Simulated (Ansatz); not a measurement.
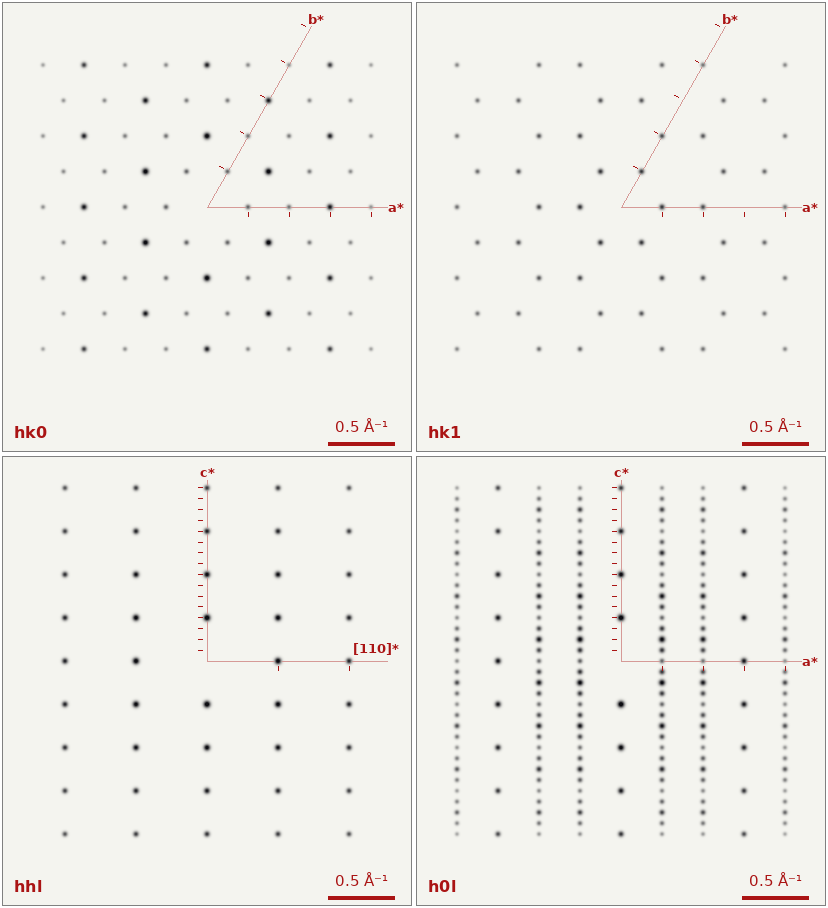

Four undistorted layers of reciprocal space, calculated for a single crystal (X-rays, kinematic |F|², B = 0.5 Å²). Tick marks count the reciprocal lattice steps of the conventional cell along each axis.

Q: Read the reciprocal cell and give the direct cell.

A: a* = 0.314, b* = 0.314, c* = 0.083 Å⁻¹, γ* = 60°; the cell is hexagonal with a = 3.68 Å, c = 12.07 Å (hexagonal axes).

Q: Which reflection conditions do the layers show?

A: Reflections are present only under these conditions. hkl: no condition; hk0: no condition; h0l: no condition; hhl: l = 2n; 00l: l = 2n. The lattice is primitive (P). Further gaps, such as 0 3 1, 3 0 1, 3 0 3, come from atoms on special positions, not from the group's general conditions. A few very weak reflections are below the display threshold.

Q: Which space groups fit?

A: The intensities have Laue symmetry 6/mmm (the hk0 layer shows 6mm, hk1 shows 6mm). With these conditions the candidates are P6_3mc (No. 186), P-62c (No. 190), P6_3/mmc (No. 194). Diffraction geometry alone does not choose among them; the structure has P6_3/mmc. The compound is Yb. Structure: the input geometry of an electronic-structure calculation (not necessarily at equilibrium); the starting structure was generated, so it need not be a known form of this composition.
